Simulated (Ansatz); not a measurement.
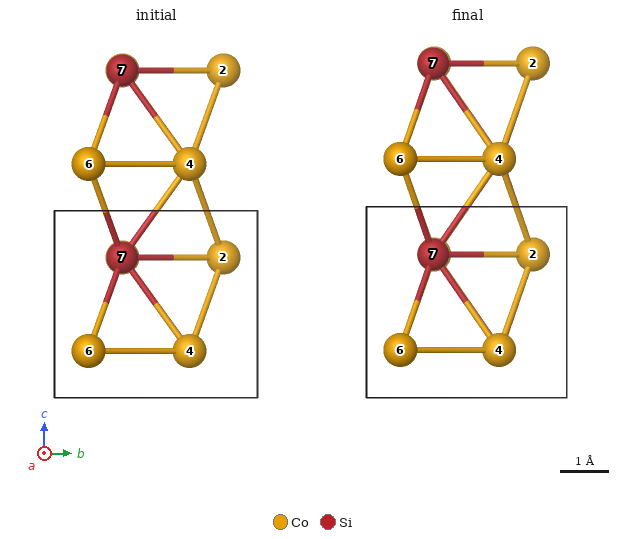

The structure of solid Co3Si (set up in P6_3/mmc) before (left) and after (right) a relaxation, at one scale.

The picture is a ball-and-stick view of the cell of the calculation, repeated 1 × 1 × 2 with one cell outlined, seen along the a axis.

Method: DFT r2SCAN, scalar-relativistic, plane waves, PAW (Ansatz 0.2.0). Set-up: plane-wave cutoff 500 eV; k-point mesh 12 × 12 × 10; occupations gaussian; smearing width 0.1 eV; collinear spin; cell and atoms relaxed; force threshold 0.005 eV/Å; at most 80 steps.

**Summarise the run.**

The largest moves relative to the cell, 0.012 Å, are those of Co atoms. Si stays in place. The drawn cell changes as follows: a = b 4.976 → 4.909 Å (−1.4 %), c 3.973 → 4.058 Å (+2.1 %); the volume changes by −0.6 %. Some distances before and after: Co–Co 2.476 → 2.422 Å, Co–Si 2.488 → 2.455 Å, Co–Co 2.456 → 2.486 Å, Co–Si 2.447 → 2.464 Å. The space group stays P6_3/mmc (No. 194). The energy falls by 70.7 meV per cell of the calculation in 4 accepted moves (7 points after the start). Largest force component: 0.29 eV/Å at the start, 0.0012 eV/Å at the end. Pressure: −1.54 GPa at the start and −0.01 GPa at the end. The line search rejected the trial step at point 5 of the run. At 2 points the geometry stayed and the basis and grid were re-selected for the new cell (energy shift of 0.1 meV per cell of the calculation at most each time). Cost: 8 min on 2 threads of Intel(R) Xeon(R) 6975P-C (Granite Rapids), with other jobs on the host, peak memory 1.6 GiB.
